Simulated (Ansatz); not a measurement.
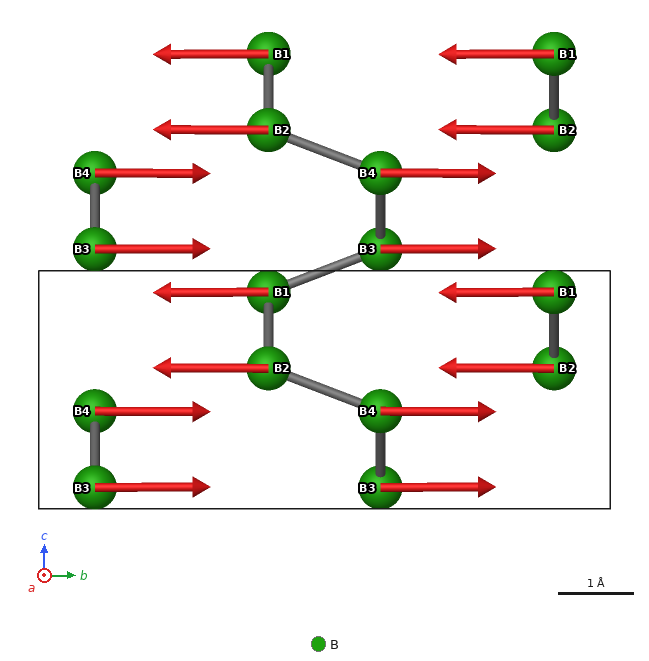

This is a relaxation of crystalline B (built on the black phosphorus_64 type) (coarse preliminary run). The starting structure is drawn; red arrows show the displacements (the part carried along by the change of the cell is left out), 5 times their true length.

A ball-and-stick model of the conventional cell (2 times the calculation's cell), repeated 1 × 1 × 2 with one cell outlined, seen along the a axis. Lengths and directions refer to the drawn axes.

Case: black phosphorus type (Cmce, No. 64).

Computed with Ansatz 0.2.0, DFT PBE, scalar-relativistic, plane waves, PAW.

Input file:
```yaml
crystal:
  lattice:
    - [1.2026589084, -3.8150811294, 0.0]
    - [1.2026589084, 3.8150811294, 0.0]
    - [0.0, 0.0, 3.1828676851]
  atoms:
    - { symbol: B, position: [0.098, 0.902, 0.91] }
    - { symbol: B, position: [0.598, 0.402, 0.59] }
    - { symbol: B, position: [0.902, 0.098, 0.09] }
    - { symbol: B, position: [0.402, 0.598, 0.41] }
basis:
  ecutwfc: 420
kpoints:
  mp_grid: { grid: [8, 8, 6] }
hamiltonian:
  xc: pbe
scf:
  occupations: { method: gaussian, width: 0.1 }
  lower_state_search: "off"
output:
  forces: true
  stress: true
  eigenvalues: true
relax:
  adjacent_minimum: "off"
  f_tol: 0.04
  max_steps: 70
  cell: { stress_tol: 0.4 }
```

What happened in the run?

The energy falls by 5.873 eV per cell of the calculation in 15 accepted moves (17 points after the start). Largest force component: 2.1 eV/Å at the start, 0.002 eV/Å at the end. Pressure: 43.23 GPa at the start and 0.02 GPa at the end. At 2 points the geometry stayed and the basis and grid were re-selected for the new cell (energy shift of 44.7 meV per cell of the calculation at most each time). The largest moves relative to the cell, 0.31 Å, are those of B1, B2, B3 and B4. B2 goes along −b. The drawn cell changes as follows: a 2.405 → 2.940 Å (+22.2 %), b 7.630 → 5.324 Å (−30.2 %), c 3.183 → 3.263 Å (+2.5 %); the volume changes by −12.6 %. Near-neighbour distances that change, for instance: B1–B4 2.813 → 1.913 Å, B1–B3 2.675 → 1.873 Å, B1–B2 1.576 → 1.802 Å, B1–B3 (another image) 1.601 → 1.765 Å. New bonds form: B1–B3 (2.67 → 1.87 Å), B1–B4 (2.81 → 1.91 Å), B2–B3 (2.81 → 1.91 Å), B2–B4 (2.67 → 1.87 Å). Among the angles between lasting bonds that change: B2–B1–B2 99.5° → 109.4°, B2–B1–B3 103.4° → 101.1°. The space group stays Cmce (No. 64).
